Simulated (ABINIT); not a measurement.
## BAs (F-43m): refractive index against wavelength

The refractive index of BAs (F-43m) below the direct gap (3.29 eV on the mesh) is read from one computed spectrum, n = √(Re ε).

Symmetry: F-43m, No. 216, cubic system. The conventional cell has a = 4.777 Å, b = 4.777 Å, c = 4.777 Å, α = 90.00°, β = 90.00°, γ = 90.00°. As on site c is surrounded by 4 B at 2.07 Å. B on site a is surrounded by 4 As at 2.07 Å.

Method: ABINIT 10.8.3, PBE, independent particles, k-mesh 12×12×12, Lorentzian half width 0.05 eV.

Launch of the response step: `optic optic.abi`. The run took 33 s, its band step included, on 4 threads of Arm Neoverse V1, on a shared host.

```tsv
wavelength (nm)	photon energy E (eV)	n
1550	0.800	3.1947
1310	0.946	3.2078
1064	1.165	3.2322
850	1.459	3.2748
700	1.771	3.3349
633	1.959	3.3799
532	2.331	?
```

In the single-oscillator model n² − 1 = E₀E_d/(E₀² − E²), so 1/(n² − 1) = E₀/E_d − E²/(E₀E_d) is linear in E².

Working, on the rows shown:

| x = E² (eV²) | y = 1/(n² − 1) |
| --- | --- |
| 0.639837 | 0.108624 |
| 0.895757 | 0.107643 |
| 1.35784 | 0.105852 |
| 2.12762 | 0.102835 |
| 3.13716 | 0.098799 |
| 3.83641 | 0.095935 |

Means: x̄ = 1.9991, ȳ = 0.10328. Σ(x − x̄)(y − ȳ) = -0.03238, Σ(x − x̄)² = 8.164. Slope = -0.03238 / 8.164 = -0.003966; intercept = ȳ − slope · x̄ = 0.11121. Turned back into n, the line misses the rows shown by at most 0.00095.

Fill in the last column of the withheld row.

At x = 5.4314 the line gives y = 0.089668, that is 3.4860. The run gave 3.4950, so the extrapolation is off by 0.009, 3 % of the range in the table.

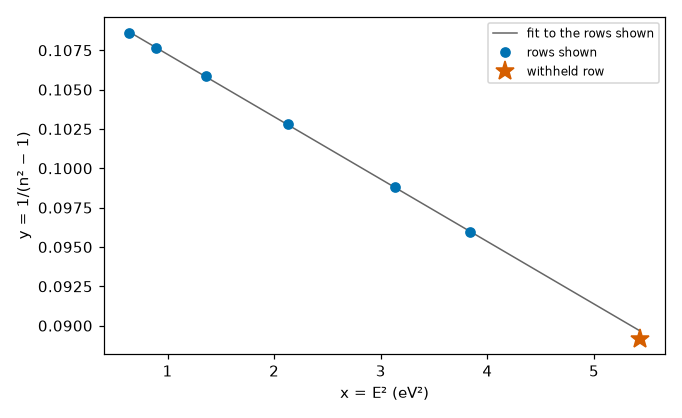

Refitted with all rows, the slope is -0.004047 and the intercept 0.11134. These give E₀ = √(intercept/−slope) = 5.25 eV and E_d = E₀/intercept = 47.1 eV; E₀ is 1.6 times the direct gap. The electronic limit at long wavelengths, without lattice vibrations, is n = √(1 + 1/intercept) = 3.159. Excitons are left out and so are local fields; PBE gaps are as a rule too small. The values come from a sum over the points of one k-mesh and carry its error, which grows as the direct gap shrinks. Spin-orbit coupling is left out.

[Logs are printed without paths, hosts, clocks, repeated set-up lines and the standing remarks that a program may print on its own settings, such as how far it seeks lower states.]
